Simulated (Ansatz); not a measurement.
# Non-bridging oxygen, Si-O length and Kohn-Sham gap in modified silicate glasses at PBE, RPBE and revPBE level

Adding a modifier oxide to silica brings in oxygen but no new network former, yet every silicon keeps, on average, four oxygen neighbours. Something else in the network has to give way, and we examine whether the Si-O length and the gap change along with it. The matter bears on glass for seals, substrates and insulating layers, because non-bridging oxygen loosens the network and offers sites to mobile cations. We compare quenched cells, relaxed in DFT, along the modifier charge per silicon. The non-bridging share is counted against all oxygen atoms in the cell, and the gap runs from the highest filled to the lowest empty Kohn-Sham level. The comparison is among calculated cells; no measured glass is included.

## How the numbers were made

13 cells of 59 to 155 atoms: silicate glasses. Each cell is one sample melted and quenched with a published classical potential. The atoms, and where the column says so the cell, were then relaxed in DFT, and the structure was counted on the relaxed geometry. Ansatz 0.2.0: Kohn-Sham DFT, PAW potentials, plane waves, k-points Γ alone, no spin polarisation, no spin-orbit coupling, no Hubbard term. Occupations are fixed or smeared by 0.025 to 0.05 eV. Cutoff 420 eV. Neighbours are counted within fixed distances to O: Si 2.0 Å. Modifiers are the alkali, alkaline-earth and Zn cations present, at their formal charges. The same in all rows: mean number of O within 2.0 Å of Si: 4.000.

Notes on method and selection:

- The topology comes mostly from the classical quench, many orders faster than in the laboratory; a relaxation breaks or makes few bonds.
- One cell of this size holds few atoms of each minor kind, so shares move in steps and scatter from sample to sample.
- The gap is read on the run's k-points alone; rows whose frontier levels are partly filled show none.
- Semilocal functionals tend to put gaps under measured ones.
- In disordered cells the gap varies from sample to sample, and tail or defect states can set it.
- The RPBE and revPBE rows use a PAW set generated with PBE; the run remakes the frozen core for its functional but keeps PBE's partial waves, which adds an error of its own under other functionals.
- The rows are a selection of cells: runs that didn't converge, ended by direct minimisation or differ in other settings are left out.
- Runs that did not converge, have known faults or may not be shown are not listed, and runs on Ansatz's PAW sets soft_1 and soft_2 are kept to separate tables.

Columns:

- modifier per former: formal charge of the modifier cations over atoms of Si.
- density (g/cm³): mass density of the cell.
- level: functional; cell where the cell was relaxed too.
- non-bridging share: share of O atoms with fewer than two neighbours among Si (non-bridging or free).
- Si-O length (Å): mean Si-O distance within that cutoff.
- gap (eV): Kohn-Sham gap: lowest empty less highest filled level over the k-points of the run.

Input lines of one member:

```
kpoints:
  mp_grid: { grid: [1, 1, 1] }
hamiltonian:
  xc: rpbe
scf:
  occupations: { method: fermi_dirac, width: 0.05 }
relax:
  f_tol: 0.05
  max_steps: 150
  cell: {}
```

Command (options for logging and memory left out): `ansatz run input.yaml --threads 4 --backend cpu`

## Numbers

| member | modifier per former | density (g/cm³) | level | non-bridging share | Si-O length (Å) | gap (eV) |
| --- | --- | --- | --- | --- | --- | --- |
| glassy 88SiO2-4K2O-4Li2O-4MgO, 71 atoms | 0.286 | 2.351 | RPBE, cell | 0.133 | 1.6443 | 3.405 |
| glassy 81SiO2-7Na2O-7CaO-4ZnO, 78 atoms | 0.455 | 2.624 | RPBE | 0.204 | 1.6485 | 3.275 |
| glassy 80SiO2-20Li2O, 75 atoms | 0.500 | 2.431 | PBE | ? | ? | ? |
| glassy 77SiO2-12Na2O-12MgO, 75 atoms | 0.600 | 2.474 | revPBE | 0.261 | 1.6421 | 4.002 |
| glassy 76SiO2-24MgO, 94 atoms | 0.615 | 2.489 | PBE | 0.267 | 1.6400 | 3.339 |
| glassy 74SiO2-15ZnO-11Na2O, 77 atoms | 0.700 | 2.712 | PBE | 0.277 | 1.6359 | 3.436 |
| glassy 73SiO2-27K2O, 90 atoms | 0.727 | 2.377 | PBE | 0.308 | 1.6451 | 2.818 |
| glassy 67SiO2-33BaO, 131 atoms | 0.970 | 3.585 | RPBE | 0.390 | 1.6464 | 3.871 |
| glassy 67SiO2-13Li2O-10Na2O-10SrO, 113 atoms | 1.000 | 2.569 | PBE, cell | 0.400 | 1.6434 | 3.801 |
| glassy 64SiO2-18MgO-9Li2O-9K2O, 155 atoms | 1.143 | 2.556 | PBE | 0.433 | 1.6389 | 4.003 |
| glassy 59SiO2-41ZnO, 140 atoms | 1.375 | 3.359 | PBE | ? | ? | ? |
| glassy 57SiO2-43MgO, 59 atoms | 1.538 | 2.637 | PBE | 0.556 | 1.6431 | 3.797 |
| glassy 56SiO2-19BaO-25CaO, 82 atoms | 1.556 | 3.199 | revPBE, cell | 0.560 | 1.6548 | 3.988 |

Cells marked ? are withheld until the estimate has been made.

Least-squares fits to the members shown, with x = modifier per former; R² and errors in the fitted variable (y, or ln y where the fit is in ln y):

| y | members | fit | R² | rms residual | leave-one-out rms | the same for the mean of the others |
| --- | --- | --- | --- | --- | --- | --- |
| non-bridging share | 11 | y = 0.05743 + 0.3292 x | 0.99 | 0.010 | 0.013 | 0.14 |
| Si-O length (Å) | 11 | y = 1.6407 + 0.0036596 x | 0.09 | 0.0046 | 0.0061 | 0.0053 (fit no better) |

## What drives the series

The non-bridging share rises from 0.133 at 0.286 modifier charges per silicon to 0.560 at 1.556. The rise flattens: between the first two rows the slope is (0.204 − 0.133) / (0.455 − 0.286) = 0.42, and between the lithium-sodium-strontium glass and the magnesium glass at 1.538 it is (0.556 − 0.400) / (1.538 − 1.000) = 0.29.

Counting bonds explains both facts. With x modifier charges per silicon there are 2 + x/2 oxygen atoms per silicon, sharing four Si-O bonds. If each oxygen has one or two silicon neighbours, x of them must be non-bridging, so the share is 2x / (4 + x). Nine of the eleven shown rows agree within 0.001. The zinc-sodium glass lies 0.021 below the count and the potassium-lithium-magnesium glass at x = 1.143 lies 0.011 below, one oxygen atom in each cell. With silicon fourfold on average, such a shortfall requires free oxygen, bound to modifiers alone: one free oxygen takes the place of two non-bridging ones.

The Si-O length gives no usable rule in x: the leave-one-out error of the line is 0.0061 Å, against 0.0053 Å for the mean of the others. Bonds to non-bridging oxygen are generally shorter, while the bridging bonds of the same silicon lengthen, so the two changes can largely cancel in the mean. The functional may also matter: the RPBE and revPBE rows average about 0.006 Å longer than the PBE rows, though the compositions differ too.

The gap does not fall as the non-bridging share grows, although non-bridging lone pairs should raise the filled edge. The five rows with x from 0.970 upward lie between 3.797 and 4.003 eV, while those below spread from 2.818 to 4.002 eV. Tail states of single samples may hide the effect of composition, and the rows mix functionals. In the potassium glass, which has the lowest gap, and in the lithium-sodium-strontium glass the exchange-correlation potential was rough where the density is thin, which adds some numerical doubt to both gaps.

## An estimate before looking

Plain estimates from the members shown:

- glassy 59SiO2-41ZnO, 140 atoms, fit at x = 1.375: 0.510
- glassy 59SiO2-41ZnO, 140 atoms, straight-line interpolation between glassy 64SiO2-18MgO-9Li2O-9K2O, 155 atoms and glassy 57SiO2-43MgO, 59 atoms: w = (1.375 − 1.143) / (1.538 − 1.143) = 0.587, so 0.433 + 0.587 × (0.556 − 0.433) = 0.505
- glassy 80SiO2-20Li2O, 75 atoms, fit at x = 0.500: 0.222
- glassy 80SiO2-20Li2O, 75 atoms, straight-line interpolation between glassy 81SiO2-7Na2O-7CaO-4ZnO, 78 atoms and glassy 77SiO2-12Na2O-12MgO, 75 atoms: w = (0.500 − 0.455) / (0.600 − 0.455) = 0.310, so 0.204 + 0.310 × (0.261 − 0.204) = 0.222

We start from the bond count rather than the straight line, because it follows the curvature and its rms miss over the eleven shown rows is 0.007, against 0.010 for the fit.

The zinc glass contains 32 SiO₂ and 22 ZnO, hence 86 oxygen atoms, and the count gives 44 / 86 = 0.512. Free oxygen should lower this. Both shortfalls occur in cells with Mg or Zn, small doubly charged cations that can hold an oxygen without silicon. The shown cells contain 32 Mg and 5 Zn and lack two non-bridging atoms in total, so we expect 22 × 2 / 37 = 1.19 missing here, and (44 − 1.19) / 86 = 0.498. Tried on the magnesium glass at x = 1.538, with that cell left out of the rate, the route gives (20 − 10 × 2 / 27) / 36 = 0.535 against 0.556, a miss of less than one atom. Counting scatter and the uncertainty of a rate based on two events give √(1.19 + 1.19² / 2) = 1.38 atoms, or 1.38 / 86 = 0.016. Pooling Zn with Mg is the weakest step, as zinc may form free oxygen more readily.

The lithium glass contains 20 SiO₂ and 5 Li₂O, so the count gives 10 / 45 = 0.222. It has no doubly charged cation, and we apply no shift. The error is the 0.007 rms miss of the count; a single free oxygen would lower the share by 1 / 45 = 0.022.

**Committed estimate, glassy 59SiO2-41ZnO, 140 atoms: non-bridging share = 0.498 ± 0.016.**  
**Committed estimate, glassy 80SiO2-20Li2O, 75 atoms: non-bridging share = 0.222 ± 0.007.**

## The withheld result

| member | modifier per former | density (g/cm³) | level | non-bridging share | Si-O length (Å) | gap (eV) |
| --- | --- | --- | --- | --- | --- | --- |
| glassy 80SiO2-20Li2O, 75 atoms | 0.500 | 2.431 | PBE | 0.222 | 1.6375 | 4.170 |
| glassy 59SiO2-41ZnO, 140 atoms | 1.375 | 3.359 | PBE | 0.500 | 1.6363 | 2.947 |

| member | estimate | non-bridging share | computed | estimate − computed | miss in error bars |
| --- | --- | --- | --- | --- | --- |
| glassy 59SiO2-41ZnO, 140 atoms | committed | 0.498 | 0.500 | −0.002 | 0.1 |
| glassy 59SiO2-41ZnO, 140 atoms | fit | 0.510 | 0.500 | +0.010 |  |
| glassy 59SiO2-41ZnO, 140 atoms | interpolation | 0.505 | 0.500 | +0.005 |  |
| glassy 80SiO2-20Li2O, 75 atoms | committed | 0.222 | 0.222 | 0.000 | 0.0 |
| glassy 80SiO2-20Li2O, 75 atoms | fit | 0.222 | 0.222 | 0.000 |  |
| glassy 80SiO2-20Li2O, 75 atoms | interpolation | 0.222 | 0.222 | 0.000 |  |

non-bridging share against modifier per former (numbers count the rows of the first table from the top):

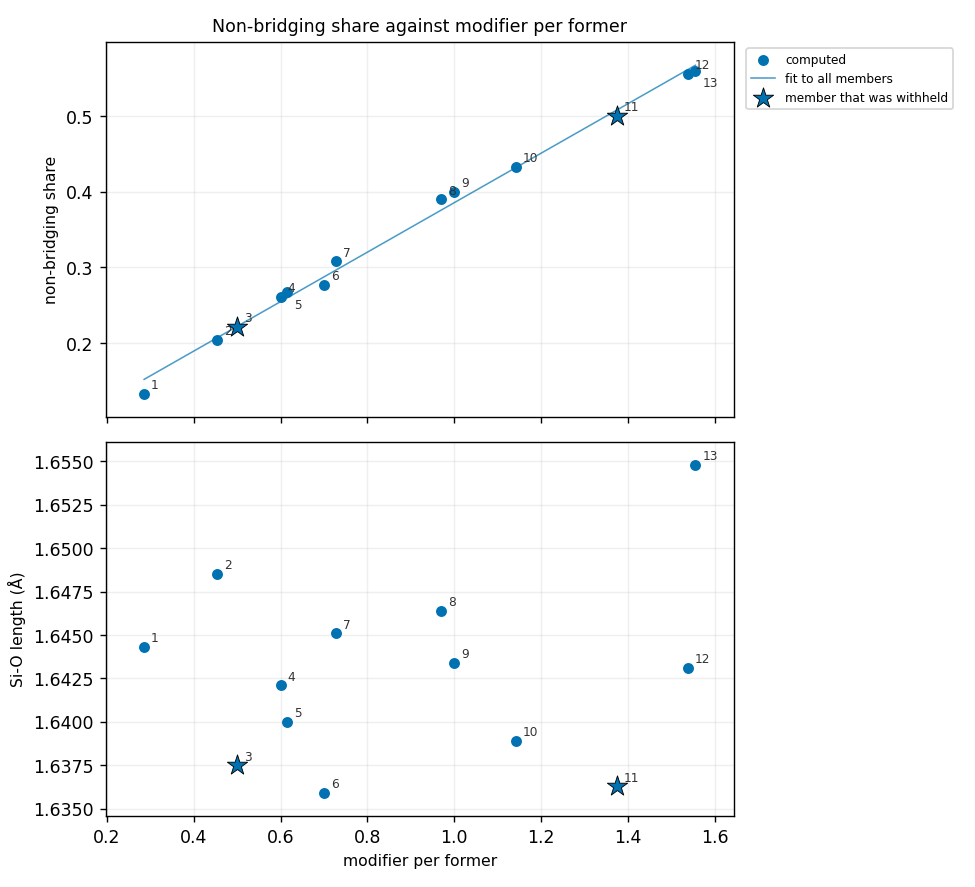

Both estimates fall inside their error bars. For the zinc glass, ours misses by 0.002, the interpolation by 0.005 and the fit by 0.010. One oxygen atom in that cell is worth 1 / 86 = 0.012, so all three are right to within one atom and their order means little. For the lithium glass all three give the computed 0.222, which favours none of them.

The bond count passes in both cells. It gives the lithium glass exactly, and the zinc glass has 43 non-bridging or free oxygen atoms where the count without free oxygen gives 44. With silicon fourfold on average, that shortfall requires at least one free oxygen, as we had expected. The rate we used, 1.19 missing atoms for 22 Zn, is only weakly tested by a single event. Our concern that zinc might form free oxygen much more readily than magnesium finds no support in this cell.

Our error bar for the lithium glass was badly framed. The share there moves in steps of 1 / 45 = 0.022, so ± 0.007 allowed either an exact hit or a miss of three error bars.

## Residuals

Least-squares fits to the whole series, with x = modifier per former; R² and errors in the fitted variable (y, or ln y where the fit is in ln y):

| y | members | fit | R² | rms residual | leave-one-out rms | the same for the mean of the others |
| --- | --- | --- | --- | --- | --- | --- |
| non-bridging share | 13 | y = 0.05873 + 0.3269 x | 0.99 | 0.0099 | 0.012 | 0.14 |
| Si-O length (Å) | 13 | y = 1.6407 + 0.0023667 x | 0.03 | 0.0050 | 0.0063 | 0.0055 (fit no better) |

Largest departures from the fit to the whole series:

| member | non-bridging share | fit | computed − fit | in rms residuals |
| --- | --- | --- | --- | --- |
| glassy 88SiO2-4K2O-4Li2O-4MgO, 71 atoms | 0.133 | 0.152 | −0.019 | 1.9 |
| glassy 67SiO2-13Li2O-10Na2O-10SrO, 113 atoms | 0.400 | 0.386 | +0.014 | 1.4 |
| glassy 67SiO2-33BaO, 131 atoms | 0.390 | 0.376 | +0.014 | 1.4 |
| glassy 73SiO2-27K2O, 90 atoms | 0.308 | 0.296 | +0.012 | 1.2 |

The four largest departures come from the shape of the fit. The bond count 2x / (4 + x) bends downward, so a straight line through it runs too high at the low end and too low in the middle. The potassium-lithium-magnesium glass at x = 0.286 lies 0.019 below the line, yet the count gives 2 × 0.286 / (4 + 0.286) = 0.133, as computed. The lithium-sodium-strontium, barium and potassium glasses lie 0.012 to 0.014 above the line and also agree with the count.

Measured against the count, three other glasses stand out, all on the low side: the zinc-sodium glass by 0.021, the zinc glass by 0.012 and the potassium-lithium-magnesium glass at x = 1.143 by 0.011. Each shortfall is one atom and implies free oxygen. It was probably left by the fast classical quench, since relaxation changes few bonds.

In the gap, the zinc glass at 2.947 eV breaks the narrow range we had described for x from 0.970 upward. Empty Zn 4s states may lower its upper edge, but a tail state of this one sample could do the same.

## Rules of thumb and their limits

From 12 to 44 mol% modifier oxide, the non-bridging share follows from composition as long as silicon stays fourfold and free oxygen is rare. For a mole fraction m of modifier oxide, alkali or divalent, the count becomes 2m / (2 − m). For the lithium glass, with m = 0.20, this gives 2 × 0.20 / (2 − 0.20) = 0.222, as computed. The rms miss over the 13 cells is 0.007, and one free oxygen lowers the share by roughly 0.01 to 0.03 in cells of this size.

The Si-O length cannot be estimated from x better than by the mean. Over the whole series the RPBE and revPBE rows average about 0.007 Å longer than the PBE rows. Composition may account for part of this, but functionals are better not mixed when small changes in length matter.

The gap shows no dependable trend with modifier content either. The values spread over 4.170 − 2.818 = 1.352 eV, and since semilocal functionals tend to put gaps under measured ones, none of them should be read as a measured gap.

[Logs are printed without paths, hosts, clocks, repeated set-up lines and the standing remarks that a program may print on its own settings, such as how far it seeks lower states.]
